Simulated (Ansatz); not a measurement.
# V(100) with 4 layers of random V-Ru, 2x2: scattering by chemical disorder, part 2 of 2

How strongly does chemical disorder scatter in V(100) with 4 layers of random V-Ru, 2x2?

Ansatz 0.2.0; Ansatz plane-wave DFT, PBE, PAW files; ballistic transport by layer matching (Landauer), zero bias; PAW set soft_1.

So far. Step 2 (With 4 alloy layers): Over the solved energies the transmission per spin lies between 5.12 and 5.40, out of 9.98 channels of the lead on average (up to 10.5).

### Step 3. With 8 alloy layers

System of this step: V(100) with 8 layers of random V-Ru, 2x2. The cell holds 72 atoms: 64 V and 8 Ru. Its edges and angles: a = 6.052 Å, b = 6.052 Å, c = 27.234 Å, α = 90.0°, β = 90.0°, γ = 90.0°. It derives from V. Regions: lead, 40 atoms (40 V); scattering region, 32 atoms (24 V and 8 Ru). The structure is stacked along c, and the current runs across the ab planes.

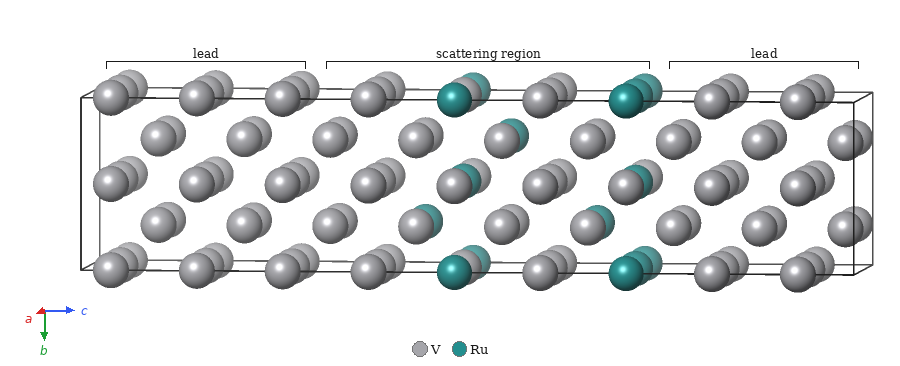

The cell of this step (vanadium grey, ruthenium teal). Some periodic images of atoms are drawn too.

input.yaml reads:

```yaml
crystal:
  lattice:
    - [6.052, 0.0, 0.0]
    - [0.0, 6.052, 0.0]
    - [0.0, 0.0, 27.234]
  atoms:
    - { symbol: V, position: [0.0, 0.0, 0.0277777778] }
    - { symbol: V, position: [0.0, 0.5, 0.0277777778] }
    - { symbol: V, position: [0.5, 0.0, 0.0277777778] }
    - { symbol: V, position: [0.5, 0.5, 0.0277777778] }
    - { symbol: V, position: [0.25, 0.25, 0.0833333333] }
    - { symbol: V, position: [0.25, 0.75, 0.0833333333] }
    - { symbol: V, position: [0.75, 0.25, 0.0833333333] }
    - { symbol: V, position: [0.75, 0.75, 0.0833333333] }
    - { symbol: V, position: [0.0, 0.0, 0.1388888889] }
    - { symbol: V, position: [0.0, 0.5, 0.1388888889] }
    - { symbol: V, position: [0.5, 0.0, 0.1388888889] }
    - { symbol: V, position: [0.5, 0.5, 0.1388888889] }
    - { symbol: V, position: [0.25, 0.25, 0.1944444444] }
    - { symbol: V, position: [0.25, 0.75, 0.1944444444] }
    - { symbol: V, position: [0.75, 0.25, 0.1944444444] }
    - { symbol: V, position: [0.75, 0.75, 0.1944444444] }
    - { symbol: V, position: [0.0, 0.0, 0.25] }
    - { symbol: V, position: [0.0, 0.5, 0.25] }
    - { symbol: V, position: [0.5, 0.0, 0.25] }
    - { symbol: V, position: [0.5, 0.5, 0.25] }
    - { symbol: V, position: [0.25, 0.25, 0.3055555556] }
    - { symbol: V, position: [0.25, 0.75, 0.3055555556] }
    - { symbol: V, position: [0.75, 0.25, 0.3055555556] }
    - { symbol: V, position: [0.75, 0.75, 0.3055555556] }
    - { symbol: V, position: [0.0, 0.0, 0.3611111111] }
    - { symbol: V, position: [0.0, 0.5, 0.3611111111] }
    - { symbol: V, position: [0.5, 0.0, 0.3611111111] }
    - { symbol: V, position: [0.5, 0.5, 0.3611111111] }
    - { symbol: V, position: [0.25, 0.25, 0.4166666667] }
    - { symbol: Ru, position: [0.25, 0.75, 0.4166666667] }
    - { symbol: V, position: [0.75, 0.25, 0.4166666667] }
    - { symbol: V, position: [0.75, 0.75, 0.4166666667] }
    - { symbol: Ru, position: [0.0, 0.0, 0.4722222222] }
    - { symbol: V, position: [0.0, 0.5, 0.4722222222] }
    - { symbol: V, position: [0.5, 0.0, 0.4722222222] }
    - { symbol: Ru, position: [0.5, 0.5, 0.4722222222] }
    - { symbol: Ru, position: [0.25, 0.25, 0.5277777778] }
    - { symbol: V, position: [0.25, 0.75, 0.5277777778] }
    - { symbol: V, position: [0.75, 0.25, 0.5277777778] }
    - { symbol: V, position: [0.75, 0.75, 0.5277777778] }
    - { symbol: V, position: [0.0, 0.0, 0.5833333333] }
    - { symbol: V, position: [0.0, 0.5, 0.5833333333] }
    - { symbol: V, position: [0.5, 0.0, 0.5833333333] }
    - { symbol: V, position: [0.5, 0.5, 0.5833333333] }
    - { symbol: V, position: [0.25, 0.25, 0.6388888889] }
    - { symbol: Ru, position: [0.25, 0.75, 0.6388888889] }
    - { symbol: V, position: [0.75, 0.25, 0.6388888889] }
    - { symbol: V, position: [0.75, 0.75, 0.6388888889] }
    - { symbol: Ru, position: [0.0, 0.0, 0.6944444444] }
    - { symbol: V, position: [0.0, 0.5, 0.6944444444] }
    - { symbol: Ru, position: [0.5, 0.0, 0.6944444444] }
    - { symbol: Ru, position: [0.5, 0.5, 0.6944444444] }
    - { symbol: V, position: [0.25, 0.25, 0.75] }
    - { symbol: V, position: [0.25, 0.75, 0.75] }
    - { symbol: V, position: [0.75, 0.25, 0.75] }
    - { symbol: V, position: [0.75, 0.75, 0.75] }
    - { symbol: V, position: [0.0, 0.0, 0.8055555556] }
    - { symbol: V, position: [0.0, 0.5, 0.8055555556] }
    - { symbol: V, position: [0.5, 0.0, 0.8055555556] }
    - { symbol: V, position: [0.5, 0.5, 0.8055555556] }
    - { symbol: V, position: [0.25, 0.25, 0.8611111111] }
    - { symbol: V, position: [0.25, 0.75, 0.8611111111] }
    - { symbol: V, position: [0.75, 0.25, 0.8611111111] }
    - { symbol: V, position: [0.75, 0.75, 0.8611111111] }
    - { symbol: V, position: [0.0, 0.0, 0.9166666667] }
    - { symbol: V, position: [0.0, 0.5, 0.9166666667] }
    - { symbol: V, position: [0.5, 0.0, 0.9166666667] }
    - { symbol: V, position: [0.5, 0.5, 0.9166666667] }
    - { symbol: V, position: [0.25, 0.25, 0.9722222222] }
    - { symbol: V, position: [0.25, 0.75, 0.9722222222] }
    - { symbol: V, position: [0.75, 0.25, 0.9722222222] }
    - { symbol: V, position: [0.75, 0.75, 0.9722222222] }
kpoints:
  mp_grid: { grid: [4, 4, 1] }
hamiltonian:
  xc: pbe
  pseudopotentials: { kind: paw, azcp: { folder: soft_1 } }
scf:
  occupations: { method: fermi_dirac, width: 0.1 }
output:
  transmission: { leads: [[0, 4]], kmesh: [8, 8], e_range: [-0.05, 0.05], de: 0.05 }
  write_potential: true
  write_density: true
  volumetric_format: npy
```

The run is started by

```console
$ ansatz run input.yaml --threads 4 --pin off --max-ram 15360MiB --backend cpu --events-out ev --progress --plain --runs-dir out
```

Numbers of over 12 decimals in the logs are rounded to 6 here.

The program printed:

```text
[...]
Crystal: 72 atoms, lattice volume = 997.492 Å³
Basis set: ecut = 420 eV, 19487 PW (Γ)
Bands: 576, of which v1, the nominal top of the filled ones, is band 480 counted from 1 (479 counted from 0)
Symmetry: 1 space group operations
[...]
k-points: 10 of 16 (time reversal used)
[...]
SCF iter   1: F=—  HF=-233613.396159 eV  |F-HF|=—  |Δ(HF+E_count)|=         —  Δρ=2.47e-1  dr2=8.65e3  ethr=3.10e-3  ⟨swp⟩=6.5  Hψ=22018  notcnv=0
[...]
SCF iter  12: F=-233432.698579 eV  HF=-233432.698579 eV  |F-HF|=4.55e-8  |Δ(HF+E_count)|=   2.01e-8  Δρ=1.39e-6  dr2=4.83e-8  ethr=1.04e-11  ⟨swp⟩=16.2  Hψ=23680  notcnv=0
SCF 1 converged in 12 iterations: F = -233432.698579 eV  dr2 = 4.83e-8
[...]
transmission: 147 of 1394 steps passed
transmission: 279 of 1394 steps passed
[...]
transmission: 1394 of 1394 steps passed
SCF converged after 12 iterations
Free energy (F): -233432.698579 eV
[...]
Internal energy: -233429.486513 eV  (E = F + TS)
E sigma→0 (E₀):  -233431.092546 eV
Entropy (-TS):   -3.212067 eV (-44.612 meV/atom)
Fermi energy:    16.867222 eV
[...]
--- Band table (eV; the first three rows and the last of 10) ---
  k-point 0: bands = [... 476 lower, 17.2084, 17.2230, 17.2342, 17.2402, 17.2447, 17.2501, 17.2505, 17.2533, ... 92 higher]
  k-point 1: bands = [... 476 lower, 17.0358, 17.0445, 17.0569, 17.0651, 17.0709, 17.0883, 17.0969, 17.1208, ... 92 higher]
  k-point 2: bands = [... 476 lower, 16.7258, 16.7390, 16.7506, 16.7712, 16.7822, 16.7849, 16.7885, 16.7985, ... 92 higher]
  k-point 9: bands = [... 476 lower, 16.3261, 16.3316, 16.3412, 16.3464, 16.4244, 16.4264, 16.4268, 16.4299, ... 92 higher]
--- Transmission ---
  basis      : 325 plane waves across, 41 finite elements along
  points     : 34, standing for a mesh of 8 x 8
[...]
channels       : 1.004688e1 a spin
[...]
junction   : crystal 0 to crystal 0, 2.21 to 27.93 Å
    transmission   : 3.662152e0 a spin
[...]
```

Elapsed: 31 min, on 4 threads of Arm Neoverse V1, shared host; peak memory 9.9 GiB; 1.8 h of CPU time.

This step gave:

```yaml
free_energy: -233432.6986 eV
energy_at_zero_smearing: -233431.0925 eV
fermi_energy: 16.87 eV
transmission_per_spin_nearest_the_fermi_level: 3.662
step_of_the_lead_s_potential: 1.3 meV
```

Per spin. Transmission, zone mean against energy, zero at the Fermi level:

| energy (eV) | transmission, zone mean |
| --- | --- |
| -0.0500 | 3.70 |
| 0.0000 | 3.66 |
| 0.0500 | 3.58 |

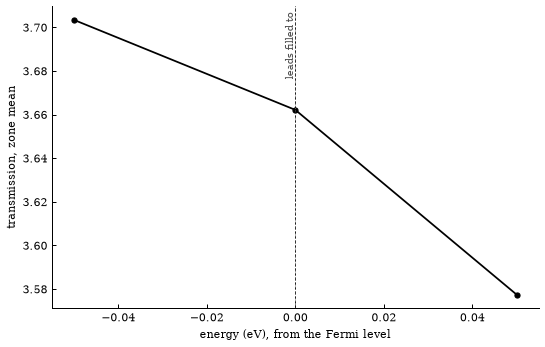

Transmission, zone mean against energy.

Over the solved energies the transmission per spin lies between 3.58 and 3.70, out of 9.91 channels of the lead on average (up to 10.4).

### Step 4. With 12 alloy layers

System of this step: V(100) with 12 layers of random V-Ru, 2x2. The cell holds 88 atoms: 76 V and 12 Ru. Its edges and angles: a = 6.052 Å, b = 6.052 Å, c = 33.286 Å, α = 90.0°, β = 90.0°, γ = 90.0°. It derives from V. Regions: lead, 40 atoms (40 V); scattering region, 48 atoms (36 V and 12 Ru). The structure is stacked along c, and the current runs across the ab planes.

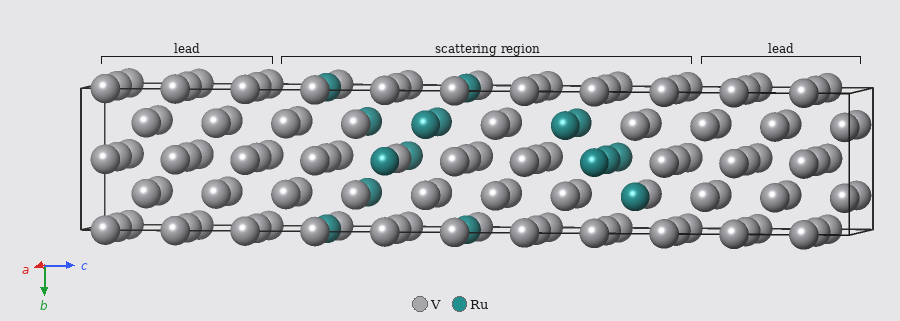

The cell of this step (vanadium grey, ruthenium teal). Some periodic images of atoms are drawn too.

input.yaml reads:

```yaml
crystal:
  lattice:
    - [6.052, 0.0, 0.0]
    - [0.0, 6.052, 0.0]
    - [0.0, 0.0, 33.286]
  atoms:
    - { symbol: V, position: [0.0, 0.0, 0.0227272727] }
    - { symbol: V, position: [0.0, 0.5, 0.0227272727] }
    - { symbol: V, position: [0.5, 0.0, 0.0227272727] }
    - { symbol: V, position: [0.5, 0.5, 0.0227272727] }
    - { symbol: V, position: [0.25, 0.25, 0.0681818182] }
    - { symbol: V, position: [0.25, 0.75, 0.0681818182] }
    - { symbol: V, position: [0.75, 0.25, 0.0681818182] }
    - { symbol: V, position: [0.75, 0.75, 0.0681818182] }
    - { symbol: V, position: [0.0, 0.0, 0.1136363636] }
    - { symbol: V, position: [0.0, 0.5, 0.1136363636] }
    - { symbol: V, position: [0.5, 0.0, 0.1136363636] }
    - { symbol: V, position: [0.5, 0.5, 0.1136363636] }
    - { symbol: V, position: [0.25, 0.25, 0.1590909091] }
    - { symbol: V, position: [0.25, 0.75, 0.1590909091] }
    - { symbol: V, position: [0.75, 0.25, 0.1590909091] }
    - { symbol: V, position: [0.75, 0.75, 0.1590909091] }
    - { symbol: V, position: [0.0, 0.0, 0.2045454545] }
    - { symbol: V, position: [0.0, 0.5, 0.2045454545] }
    - { symbol: V, position: [0.5, 0.0, 0.2045454545] }
    - { symbol: V, position: [0.5, 0.5, 0.2045454545] }
    - { symbol: V, position: [0.25, 0.25, 0.25] }
    - { symbol: V, position: [0.25, 0.75, 0.25] }
    - { symbol: V, position: [0.75, 0.25, 0.25] }
    - { symbol: V, position: [0.75, 0.75, 0.25] }
    - { symbol: V, position: [0.0, 0.0, 0.2954545455] }
    - { symbol: V, position: [0.0, 0.5, 0.2954545455] }
    - { symbol: Ru, position: [0.5, 0.0, 0.2954545455] }
    - { symbol: V, position: [0.5, 0.5, 0.2954545455] }
    - { symbol: Ru, position: [0.25, 0.25, 0.3409090909] }
    - { symbol: Ru, position: [0.25, 0.75, 0.3409090909] }
    - { symbol: V, position: [0.75, 0.25, 0.3409090909] }
    - { symbol: V, position: [0.75, 0.75, 0.3409090909] }
    - { symbol: V, position: [0.0, 0.0, 0.3863636364] }
    - { symbol: Ru, position: [0.0, 0.5, 0.3863636364] }
    - { symbol: V, position: [0.5, 0.0, 0.3863636364] }
    - { symbol: V, position: [0.5, 0.5, 0.3863636364] }
    - { symbol: Ru, position: [0.25, 0.25, 0.4318181818] }
    - { symbol: V, position: [0.25, 0.75, 0.4318181818] }
    - { symbol: Ru, position: [0.75, 0.25, 0.4318181818] }
    - { symbol: V, position: [0.75, 0.75, 0.4318181818] }
    - { symbol: V, position: [0.0, 0.0, 0.4772727273] }
    - { symbol: V, position: [0.0, 0.5, 0.4772727273] }
    - { symbol: Ru, position: [0.5, 0.0, 0.4772727273] }
    - { symbol: V, position: [0.5, 0.5, 0.4772727273] }
    - { symbol: V, position: [0.25, 0.25, 0.5227272727] }
    - { symbol: V, position: [0.25, 0.75, 0.5227272727] }
    - { symbol: V, position: [0.75, 0.25, 0.5227272727] }
    - { symbol: V, position: [0.75, 0.75, 0.5227272727] }
    - { symbol: V, position: [0.0, 0.0, 0.5681818182] }
    - { symbol: V, position: [0.0, 0.5, 0.5681818182] }
    - { symbol: V, position: [0.5, 0.0, 0.5681818182] }
    - { symbol: V, position: [0.5, 0.5, 0.5681818182] }
    - { symbol: Ru, position: [0.25, 0.25, 0.6136363636] }
    - { symbol: V, position: [0.25, 0.75, 0.6136363636] }
    - { symbol: Ru, position: [0.75, 0.25, 0.6136363636] }
    - { symbol: V, position: [0.75, 0.75, 0.6136363636] }
    - { symbol: V, position: [0.0, 0.0, 0.6590909091] }
    - { symbol: Ru, position: [0.0, 0.5, 0.6590909091] }
    - { symbol: V, position: [0.5, 0.0, 0.6590909091] }
    - { symbol: Ru, position: [0.5, 0.5, 0.6590909091] }
    - { symbol: V, position: [0.25, 0.25, 0.7045454545] }
    - { symbol: V, position: [0.25, 0.75, 0.7045454545] }
    - { symbol: V, position: [0.75, 0.25, 0.7045454545] }
    - { symbol: Ru, position: [0.75, 0.75, 0.7045454545] }
    - { symbol: V, position: [0.0, 0.0, 0.75] }
    - { symbol: V, position: [0.0, 0.5, 0.75] }
    - { symbol: V, position: [0.5, 0.0, 0.75] }
    - { symbol: V, position: [0.5, 0.5, 0.75] }
    - { symbol: V, position: [0.25, 0.25, 0.7954545455] }
    - { symbol: V, position: [0.25, 0.75, 0.7954545455] }
    - { symbol: V, position: [0.75, 0.25, 0.7954545455] }
    - { symbol: V, position: [0.75, 0.75, 0.7954545455] }
    - { symbol: V, position: [0.0, 0.0, 0.8409090909] }
    - { symbol: V, position: [0.0, 0.5, 0.8409090909] }
    - { symbol: V, position: [0.5, 0.0, 0.8409090909] }
    - { symbol: V, position: [0.5, 0.5, 0.8409090909] }
    - { symbol: V, position: [0.25, 0.25, 0.8863636364] }
    - { symbol: V, position: [0.25, 0.75, 0.8863636364] }
    - { symbol: V, position: [0.75, 0.25, 0.8863636364] }
    - { symbol: V, position: [0.75, 0.75, 0.8863636364] }
    - { symbol: V, position: [0.0, 0.0, 0.9318181818] }
    - { symbol: V, position: [0.0, 0.5, 0.9318181818] }
    - { symbol: V, position: [0.5, 0.0, 0.9318181818] }
    - { symbol: V, position: [0.5, 0.5, 0.9318181818] }
    - { symbol: V, position: [0.25, 0.25, 0.9772727273] }
    - { symbol: V, position: [0.25, 0.75, 0.9772727273] }
    - { symbol: V, position: [0.75, 0.25, 0.9772727273] }
    - { symbol: V, position: [0.75, 0.75, 0.9772727273] }
kpoints:
  mp_grid: { grid: [4, 4, 1] }
hamiltonian:
  xc: pbe
  pseudopotentials: { kind: paw, azcp: { folder: soft_1 } }
scf:
  occupations: { method: fermi_dirac, width: 0.1 }
output:
  transmission: { leads: [[0, 4]], kmesh: [8, 8], e_range: [-0.05, 0.05], de: 0.05 }
  write_potential: true
  write_density: true
  volumetric_format: npy
```

The program printed:

```text
[...]
Crystal: 88 atoms, lattice volume = 1219.156 Å³
Basis set: ecut = 420 eV, 23843 PW (Γ)
Bands: 708, of which v1, the nominal top of the filled ones, is band 590 counted from 1 (589 counted from 0)
Symmetry: 1 space group operations
[...]
k-points: 10 of 16 (time reversal used)
[...]
SCF iter   1: F=—  HF=-292179.291378 eV  |F-HF|=—  |Δ(HF+E_count)|=         —  Δρ=2.77e-1  dr2=1.39e4  ethr=3.10e-3  ⟨swp⟩=6.6  Hψ=26659  notcnv=0
[...]
SCF iter  13: F=-291898.833726 eV  HF=-291898.833726 eV  |F-HF|=3.75e-8  |Δ(HF+E_count)|=   1.64e-8  Δρ=6.51e-7  dr2=3.88e-8  ethr=8.47e-12  ⟨swp⟩=16.3  Hψ=30376  notcnv=0
SCF 1 converged in 13 iterations: F = -291898.833726 eV  dr2 = 3.88e-8
[...]
transmission: 177 of 1734 steps passed
transmission: 348 of 1734 steps passed
[...]
transmission: 1734 of 1734 steps passed
SCF converged after 13 iterations
Free energy (F): -291898.833726 eV
[...]
Internal energy: -291895.092499 eV  (E = F + TS)
E sigma→0 (E₀):  -291896.963113 eV
Entropy (-TS):   -3.741227 eV (-42.514 meV/atom)
Fermi energy:    17.057794 eV
[...]
--- Band table (eV; the first three rows and the last of 10) ---
  k-point 0: bands = [... 586 lower, 17.3877, 17.4020, 17.4125, 17.4238, 17.4281, 17.4284, 17.4374, 17.4380, ... 114 higher]
  k-point 1: bands = [... 586 lower, 17.2131, 17.2182, 17.2250, 17.2396, 17.2476, 17.2574, 17.2643, 17.2842, ... 114 higher]
  k-point 2: bands = [... 586 lower, 16.9020, 16.9362, 16.9404, 16.9463, 16.9762, 16.9824, 16.9841, 16.9882, ... 114 higher]
  k-point 9: bands = [... 586 lower, 16.5194, 16.5211, 16.5229, 16.5237, 16.5318, 16.5410, 16.6157, 16.6171, ... 114 higher]
--- Transmission ---
  basis      : 325 plane waves across, 51 finite elements along
  points     : 34, standing for a mesh of 8 x 8
[...]
channels       : 1.004688e1 a spin
[...]
junction   : crystal 0 to crystal 0, 0.70 to 32.47 Å
    transmission   : 3.207078e0 a spin
[...]
```

Run time: 45 min. Hardware: 4 threads; peak memory 7.4 GiB; 2.7 h of CPU time.

Numbers from this step:

```yaml
free_energy: -291898.8337 eV
energy_at_zero_smearing: -291896.9631 eV
fermi_energy: 17.06 eV
transmission_per_spin_nearest_the_fermi_level: 3.207
step_of_the_lead_s_potential: 1 meV
```

Per spin. Transmission, zone mean against energy, zero at the Fermi level:

| energy (eV) | transmission, zone mean |
| --- | --- |
| -0.0500 | 3.21 |
| 0.0000 | 3.21 |
| 0.0500 | 3.15 |

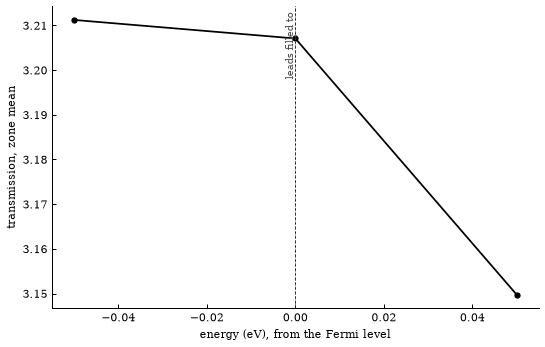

Transmission, zone mean, plotted against energy.

Over the solved energies the transmission per spin lies between 3.15 and 3.21, out of 9.90 channels of the lead on average (up to 10.4).

### Step 5. The fit

This step: Ansatz plane-wave DFT, PBE, PAW files; ballistic transport by layer matching (Landauer), zero bias; residual resistivity from the slope of the area resistance, atoms on the host's lattice; PAW set soft_1 (Ansatz 0.2.0).

Numbers from this step:

| Item | Value |
| --- | --- |
| resistivity | 48.12 µΩ cm |
| intercept | 0.1662 fΩ m² |
| scatter about the fit | 0.04973 fΩ m² |

Resistance, by row:

| run | length (Å) | T | channels N | RA (fΩ m²) |
| --- | --- | --- | --- | --- |
| n4 | 6.052 | 5.277 | 9.984 | 0.4223 |
| n8 | 12.1 | 3.648 | 9.911 | 0.819 |
| n12 | 18.16 | 3.189 | 9.901 | 1.005 |

Table of area resistance by length of the alloy:

| length of the alloy (Å) | area resistance (fΩ m²) |
| --- | --- |
| 6.05 | 0.422 |
| 12.10 | 0.819 |
| 18.16 | 1.00 |

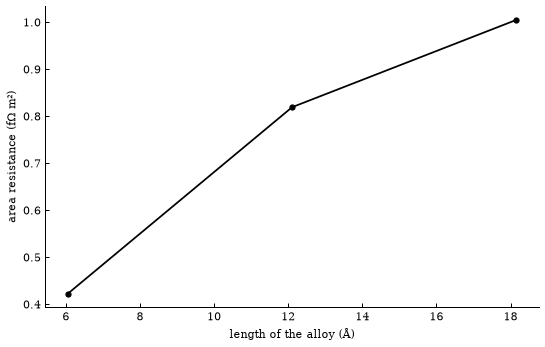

Area resistance, plotted against length of the alloy.

The area resistance goes from 0.42 to 1.0 fΩ m² between 6.1 and 18.2 Å, a slope of 48 µΩ cm.

By hand from the end points: (1.005 − 0.4223) fΩ m² / (18.16 − 6.05) Å = 48 µΩ cm, since 1 fΩ m² per Å is 1000 µΩ cm.

### Step 6. Results

* resistivity from the slope: 48.1 µΩ cm
* area resistance over 6.05 Å: 0.422 fΩ m²
* area resistance over 12.1 Å: 0.819 fΩ m²
* area resistance over 18.2 Å: 1.00 fΩ m²

The slope gives 48 µΩ cm. The points scatter by 0.050 fΩ m² about the line, with one random draw a length in a 2x2 cell, so the slope is a rough value. Read with a model of isotropic scattering on a spherical Fermi surface and the lead's 2.1×10¹⁵ S/m², this slope means a mean free path near 7.4 Å; over these lengths the model's slope is within 3 % of its bulk resistivity. The atoms sit on the host's lattice, so scattering by size misfit is left out.

[Logs are printed without paths, hosts, clocks, repeated set-up lines and the standing remarks that a program may print on its own settings, such as how far it seeks lower states.]

[Hosts, paths, dates, database ids (printed as entryN), source tags and the programs' standing remarks are cut or masked in the printed files.]
